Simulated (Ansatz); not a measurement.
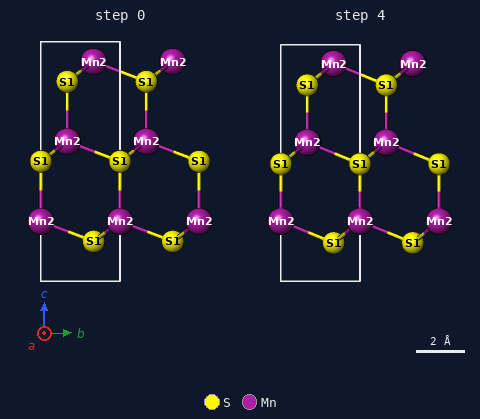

The structure of solid MnS (set up in R3m) before (left) and after (right) a relaxation, at one scale.

The picture is a ball-and-stick view of the conventional cell (3 times the calculation's cell), repeated 1 × 2 × 1 with one cell outlined, seen along the a axis. Lengths and directions refer to the drawn axes.

Case: film's bulk on the substrate's plane, third vector and atoms relaxed.

Theory: DFT PBE, scalar-relativistic, plane waves, PAW in Ansatz 0.2.0. Settings: plane-wave cutoff 420 eV; k-point mesh 9 × 9 × 10; occupations gaussian; smearing width 0.1 eV; collinear spin; cell relaxed at fixed a, b, gamma; force threshold 0.01 eV/Å; at most 50 steps.

Describe what moved and what it gained.

Answer. The largest moves relative to the cell, 0.039 Å, are those of S1 and Mn2. S1 goes along −c. Largest moves by element: S 0.039 Å, Mn 0.039 Å. The volume changes by −1.3 %, with a = b unchanged at 3.868 Å, c 10.152 → 10.016 Å (−1.3 %). Among the contacts that change: S1–Mn2 2.538 → 2.426 Å, S1–Mn2 (another image) 2.388 → 2.412 Å. The space group stays R3m (No. 160). After 3 accepted moves (4 points after the start) the energy has fallen by 11.6 meV per atom. The largest force component goes from 0.41 to 0.0033 eV/Å. The pressure goes from 1.40 to 1.64 GPa. The SCF was repeated once at an unchanged geometry on a basis and grid sized afresh for the cell, which shifted the energy by 0.1 meV per atom at most. Cost: 78 s on 2 threads of Intel(R) Xeon(R) 6975P-C (Granite Rapids), on a shared host, peak memory 0.67 GiB.
